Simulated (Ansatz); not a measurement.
# MgO: a changed input and its effect

System: MgO (Cmc2₁, 8 atoms in the cell).
Method of run A: DFT PBEsol, scalar-relativistic, plane waves, PAW, PAW set soft_1, no spin polarisation (Ansatz 0.2.0).

The structure derives from a Materials Project entry. Text and figures count atoms from 1; the logs count them from 0 in places.

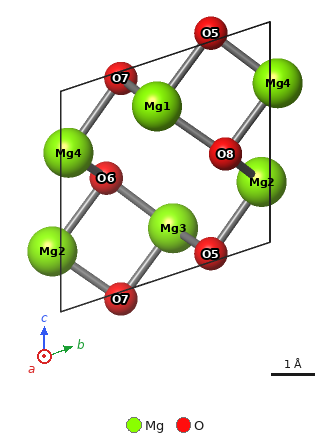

Fig. 1: The input geometry (ball-and-stick view of the cell of the calculation, along the a axis; atoms are numbered from 1 in the order of the input). An atom can appear more than once, as a periodic image.

The input, run A:
```yaml
crystal:
  lattice:
    - [3.4947663887, 0.0, 0.0]
    - [1.7473831944, -3.0265564729, -4.1947132255]
    - [1.7473831943, 3.0265564729, -4.1947132255]
  atoms:
    - { symbol: Mg, position: [0.876749725, 0.4598662001, 0.7866343498] }
    - { symbol: Mg, position: [0.376749725, 0.9598662001, 0.2866343498] }
    - { symbol: Mg, position: [0.126749725, 0.5366343498, 0.2098662001] }
    - { symbol: Mg, position: [0.626749725, 0.0366343498, 0.7098662001] }
    - { symbol: O, position: [0.6223418922, 0.7177648155, 0.0375514002] }
    - { symbol: O, position: [0.1223418922, 0.2177648155, 0.5375514002] }
    - { symbol: O, position: [0.3723418922, 0.2875514002, 0.9677648155] }
    - { symbol: O, position: [0.8723418922, 0.7875514002, 0.4677648155] }
basis:
  ecutwfc: 520.0
kpoints:
  mp_grid: { grid: [8, 8, 8] }
hamiltonian:
  xc: pbesol
  pseudopotentials: { kind: paw, azcp: { folder: soft_1 } }
scf:
  occupations: { method: gaussian, width: 0.05 }
output:
  forces: true
  stress: true
  eigenvalues: true
```

Command:
```bash
ansatz run input.yaml --threads 2 --pin off --max-ram 4096MiB --backend cpu --events-out ev --progress --plain --runs-dir out
```

Hardware: 2 threads of Arm Neoverse N1, 98 GiB of memory available, shared host.

Output, shortened to warnings, some set-up lines, iterations and results (run A):
```
Warning: [file] the record states the generating functional pbe (its physics header spells it `PBE`), which answers neither for hamiltonian.xc's functional nor for the pbesol family's — results may be inconsistent (PPs are generated against a specific XC)
Warning: [file] the record states the generating functional pbe (its physics header spells it `PBE`), which answers neither for hamiltonian.xc's functional nor for the pbesol family's — results may be inconsistent (PPs are generated against a specific XC)
Basis set: ecut = 520 eV, 2371 PW (Γ), exchange–correlation on 54×90×90 points (8 copies of the dense FFT grid, shifted against one another)
Symmetry: 8 space group operations
k-points: 95 of 512 (time reversal used)
Initial density: superposition of atomic densities (chi_scale 0.1, normalization cell, long waves kept (reshape's long-wave potential 0.00 eV rms))
[...]
SCF iter   1: F=—  HF=-9903.448291 eV  |F-HF|=—  |Δ(HF+E_count)|=         —  Δρ=6.76e-2  dr2=3.02e0  ethr=3.10e-3  ⟨swp⟩=6.9  Hψ=17197  notcnv=0  defer=14
SCF iter   2: F=—  HF=-9902.980245 eV  |F-HF|=—  |Δ(HF+E_count)|=   4.68e-1  Δρ=3.52e-2  dr2=9.97e-1  ethr=3.10e-3  ⟨swp⟩=2.0  Hψ=7144  notcnv=0  defer=330
SCF iter   3: F=—  HF=-9902.901074 eV  |F-HF|=—  |Δ(HF+E_count)|=   7.92e-2  Δρ=5.63e-3  dr2=4.62e-2  ethr=1.56e-3  ⟨swp⟩=3.1  Hψ=6544  notcnv=0  defer=330
SCF iter   4: F=—  HF=-9902.900281 eV  |F-HF|=—  |Δ(HF+E_count)|=   7.92e-4  Δρ=1.75e-3  dr2=2.18e-3  ethr=7.21e-5  ⟨swp⟩=3.0  Hψ=6538  notcnv=0  defer=330
SCF iter   5: F=—  HF=-9902.902142 eV  |F-HF|=—  |Δ(HF+E_count)|=   1.86e-3  Δρ=1.57e-3  dr2=1.54e-3  ethr=3.41e-6  ⟨swp⟩=2.0  Hψ=5329  notcnv=0  defer=235
SCF iter   6: F=—  HF=-9902.901806 eV  |F-HF|=—  |Δ(HF+E_count)|=   3.36e-4  Δρ=1.57e-4  dr2=1.06e-5  ethr=2.41e-6  ⟨swp⟩=2.0  Hψ=4911  notcnv=0  defer=235
SCF iter   7: F=—  HF=-9902.901831 eV  |F-HF|=—  |Δ(HF+E_count)|=   2.47e-5  Δρ=1.71e-5  dr2=1.41e-7  ethr=1.66e-8  ⟨swp⟩=2.0  Hψ=5207  notcnv=0  defer=235
SCF iter   8: F=-9902.901831 eV  HF=-9902.901831 eV  |F-HF|=1.25e-9  |Δ(HF+E_count)|=   1.84e-7  Δρ=3.41e-6  dr2=7.57e-9  ethr=1.56e-10  ⟨swp⟩=10.9  Hψ=16249  notcnv=0
SCF 1 converged in 8 iterations: F = -9902.901831 eV  dr2 = 7.57e-9
SCF converged after 8 iterations
Free energy (F): -9902.901831 eV
Harris-Foulkes:  -9902.901831 eV  (|F-HF|=1.25e-9)
Internal energy: -9902.901831 eV  (E = F + TS)
E sigma→0 (E₀):  -9902.901831 eV
Fermi energy:    7.561354 eV
--- Per-component energies (eV) ---
  E_band       = -1300.373892
  E_kinetic    = 967.454733
  E_local      = -7674.509963  (includes V_loc(G=0)·N_el)
  E_nonlocal   = 991.497842
  E_hartree    = 2630.775894
  E_xc         = -395.506919
  E_vxc        = -509.304571  (∫ρ·V_xc dr)
  E_paw        = -1784.855559  (= ΣΔE_a)
  E_vpaw       = -337.067113  (= ΣTr[D̂ρ^β])
  E_aug_tail   = 0.000791  (compensation charges beyond the density's cutoff)
  E_ewald      = -4638.135251
  E_core_change = 0.376601  (= ΣΔE_core)
  E_smearing   = -0.000000  (= −TS)
  E_closure    = -0.000000  (closes the sum)
  Σ components = -9902.901831   (vs F -9902.901831, Δ=0.00e0)
--- Forces (eV/Å), atoms counted from 1 ---
  atom   1  Mg    -0.00000000     0.50214229    -0.18197185
  atom   2  Mg    -0.00000000     0.50214229    -0.18197185
  atom   3  Mg     0.00000000    -0.50214229    -0.18197185
  atom   4  Mg     0.00000000    -0.50214229    -0.18197185
  atom   5  O     -0.00000000     0.66733531     0.18196712
  atom   6  O     -0.00000000     0.66733531     0.18196712
  atom   7  O      0.00000000    -0.66733531     0.18196712
  atom   8  O      0.00000000    -0.66733531     0.18196712
  max |Σ_I F_I| component: 1.90e-5 eV/Å
--- Stress (GPa, compression-positive) ---
       -3.383091      -0.000000      -0.000000
       -0.000000       4.325424       0.000000
       -0.000000       0.000000       0.494231
  P = ⅓ Tr σ = 0.4789 GPa (4.789 kbar)
```

For run B the input was changed thus:
```diff
-    - { symbol: Mg, position: [0.876749725, 0.4598662001, 0.7866343498] }
-    - { symbol: Mg, position: [0.376749725, 0.9598662001, 0.2866343498] }
-    - { symbol: Mg, position: [0.126749725, 0.5366343498, 0.2098662001] }
-    - { symbol: Mg, position: [0.626749725, 0.0366343498, 0.7098662001] }
-    - { symbol: O, position: [0.6223418922, 0.7177648155, 0.0375514002] }
-    - { symbol: O, position: [0.1223418922, 0.2177648155, 0.5375514002] }
-    - { symbol: O, position: [0.3723418922, 0.2875514002, 0.9677648155] }
-    - { symbol: O, position: [0.8723418922, 0.7875514002, 0.4677648155] }
+    - { symbol: Mg, position: [0.8802570214, 0.4432285363, 0.7962574209] }
+    - { symbol: Mg, position: [0.3802570214, 0.9432285363, 0.2962574209] }
+    - { symbol: Mg, position: [0.1302570214, 0.5462574209, 0.1932285363] }
+    - { symbol: Mg, position: [0.6302570214, 0.0462574209, 0.6932285363] }
+    - { symbol: O, position: [0.6170137568, 0.6959994534, 0.069973033] }
+    - { symbol: O, position: [0.1170137568, 0.1959994534, 0.569973033] }
+    - { symbol: O, position: [0.3670137568, 0.319973033, 0.9459994534] }
+    - { symbol: O, position: [0.8670137568, 0.819973033, 0.4459994534] }
```

Predict how the results change.

With the same functional and potentials, run B lies 64.6 meV per atom higher. The gap on the mesh goes from 3.27 to 3.21 eV. The pressure goes from 0.48 to 3.60 GPa. The largest force goes from 0.692 to 1.405 eV/Å. The number of SCF iterations is the same.

Output, shortened to warnings, some set-up lines, iterations and results (run B):
```
Warning: [file] the record states the generating functional pbe (its physics header spells it `PBE`), which answers neither for hamiltonian.xc's functional nor for the pbesol family's — results may be inconsistent (PPs are generated against a specific XC)
Warning: [file] the record states the generating functional pbe (its physics header spells it `PBE`), which answers neither for hamiltonian.xc's functional nor for the pbesol family's — results may be inconsistent (PPs are generated against a specific XC)
Basis set: ecut = 520 eV, 2371 PW (Γ), exchange–correlation on 54×90×90 points (8 copies of the dense FFT grid, shifted against one another)
Symmetry: 8 space group operations
k-points: 95 of 512 (time reversal used)
Initial density: superposition of atomic densities (chi_scale 0.1, normalization cell, long waves kept (reshape's long-wave potential 0.00 eV rms))
[...]
SCF iter   1: F=—  HF=-9903.020899 eV  |F-HF|=—  |Δ(HF+E_count)|=         —  Δρ=6.85e-2  dr2=3.24e0  ethr=3.10e-3  ⟨swp⟩=7.0  Hψ=17219  notcnv=0  defer=16
SCF iter   2: F=—  HF=-9902.485143 eV  |F-HF|=—  |Δ(HF+E_count)|=   5.36e-1  Δρ=3.59e-2  dr2=1.04e0  ethr=3.10e-3  ⟨swp⟩=2.0  Hψ=7264  notcnv=0  defer=322
SCF iter   3: F=—  HF=-9902.387661 eV  |F-HF|=—  |Δ(HF+E_count)|=   9.75e-2  Δρ=6.72e-3  dr2=6.48e-2  ethr=1.62e-3  ⟨swp⟩=2.7  Hψ=6045  notcnv=0  defer=322
SCF iter   4: F=—  HF=-9902.385818 eV  |F-HF|=—  |Δ(HF+E_count)|=   1.84e-3  Δρ=4.34e-3  dr2=1.16e-2  ethr=1.01e-4  ⟨swp⟩=2.0  Hψ=5395  notcnv=0  defer=322
SCF iter   5: F=—  HF=-9902.384569 eV  |F-HF|=—  |Δ(HF+E_count)|=   1.25e-3  Δρ=1.17e-3  dr2=9.56e-4  ethr=1.81e-5  ⟨swp⟩=2.0  Hψ=5349  notcnv=0  defer=227
SCF iter   6: F=—  HF=-9902.385379 eV  |F-HF|=—  |Δ(HF+E_count)|=   8.10e-4  Δρ=1.50e-4  dr2=1.68e-5  ethr=1.49e-6  ⟨swp⟩=2.0  Hψ=4592  notcnv=0  defer=227
SCF iter   7: F=—  HF=-9902.385402 eV  |F-HF|=—  |Δ(HF+E_count)|=   2.31e-5  Δρ=1.93e-5  dr2=2.45e-7  ethr=2.63e-8  ⟨swp⟩=2.7  Hψ=6646  notcnv=0  defer=227
SCF iter   8: F=-9902.385403 eV  HF=-9902.385403 eV  |F-HF|=2.07e-9  |Δ(HF+E_count)|=   4.50e-7  Δρ=2.69e-6  dr2=4.85e-9  ethr=1.56e-10  ⟨swp⟩=10.9  Hψ=16965  notcnv=0
SCF 1 converged in 8 iterations: F = -9902.385403 eV  dr2 = 4.85e-9
SCF converged after 8 iterations
Free energy (F): -9902.385403 eV
Harris-Foulkes:  -9902.385403 eV  (|F-HF|=2.07e-9)
Internal energy: -9902.385403 eV  (E = F + TS)
E sigma→0 (E₀):  -9902.385403 eV
Fermi energy:    7.533284 eV
--- Per-component energies (eV) ---
  E_band       = -1299.583713
  E_kinetic    = 969.040262
  E_local      = -7709.412862  (includes V_loc(G=0)·N_el)
  E_nonlocal   = 991.797436
  E_hartree    = 2647.499838
  E_xc         = -395.906957
  E_vxc        = -509.829356  (∫ρ·V_xc dr)
  E_paw        = -1784.544545  (= ΣΔE_a)
  E_vpaw       = -336.182043  (= ΣTr[D̂ρ^β])
  E_aug_tail   = 0.000782  (compensation charges beyond the density's cutoff)
  E_ewald      = -4621.235959
  E_core_change = 0.376601  (= ΣΔE_core)
  E_smearing   = -0.000000  (= −TS)
  E_closure    = -0.000000  (closes the sum)
  Σ components = -9902.385403   (vs F -9902.385403, Δ=0.00e0)
--- Forces (eV/Å), atoms counted from 1 ---
  atom   1  Mg     0.00000000    -0.90928388    -0.55596179
  atom   2  Mg     0.00000000    -0.90928388    -0.55596179
  atom   3  Mg    -0.00000000     0.90928388    -0.55596179
  atom   4  Mg    -0.00000000     0.90928388    -0.55596179
  atom   5  O      0.00000000    -1.29041775     0.55595109
  atom   6  O      0.00000000    -1.29041775     0.55595109
  atom   7  O     -0.00000000     1.29041775     0.55595109
  atom   8  O     -0.00000000     1.29041775     0.55595109
  max |Σ_I F_I| component: 4.28e-5 eV/Å
--- Stress (GPa, compression-positive) ---
       12.961051       0.000000      -0.000000
        0.000000      -6.380266      -0.000000
       -0.000000      -0.000000       4.212325
  P = ⅓ Tr σ = 3.5977 GPa (35.977 kbar)
```

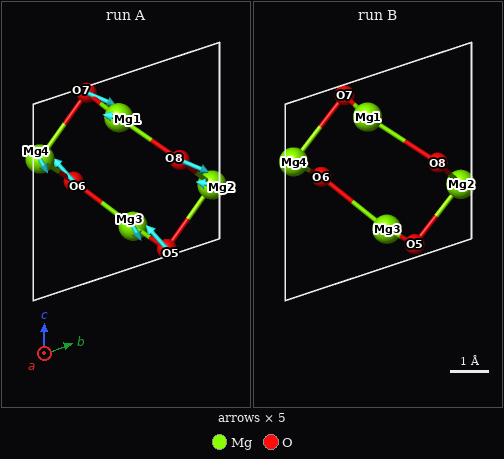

Fig. 2: The two input geometries at one scale (ball-and-stick view of the cell of the calculation, along the a axis). The teal arrows on the first give the shifts of the atoms relative to the cell, with their mean removed, magnified 5 times. The largest moves, 0.17 Å, are those of O5, O6, O7 and O8. By element the largest moves are O 0.17 Å, Mg 0.09 Å. (The mean shift of all atoms is removed.) The lattice vectors keep their values. Among the contacts that change: Mg1–O8 1.957 → 2.203 Å, Mg1–O7 2.049 → 1.936 Å, Mg1–O5 2.134 → 2.209 Å, Mg1–O6 2.060 → 1.987 Å.

The two runs side by side:

| quantity | run A | run B |
| --- | --- | --- |
| outcome | converged | converged |
| free energy per atom (eV) | −1237.8627 | −1237.7982 |
| gap on the mesh (eV) | 3.27 | 3.21 |
| pressure (GPa) | 0.48 | 3.60 |
| largest force (eV/Å) | 0.692 | 1.405 |
| SCF iterations | 8 | 8 |
| irreducible k-points | 95 | 95 |
| plane waves at Γ | 2371 | 2371 |
| wall time (shared host) | 35 s | 35 s |

For both runs: Warnings: the PAW datasets were made with another functional.
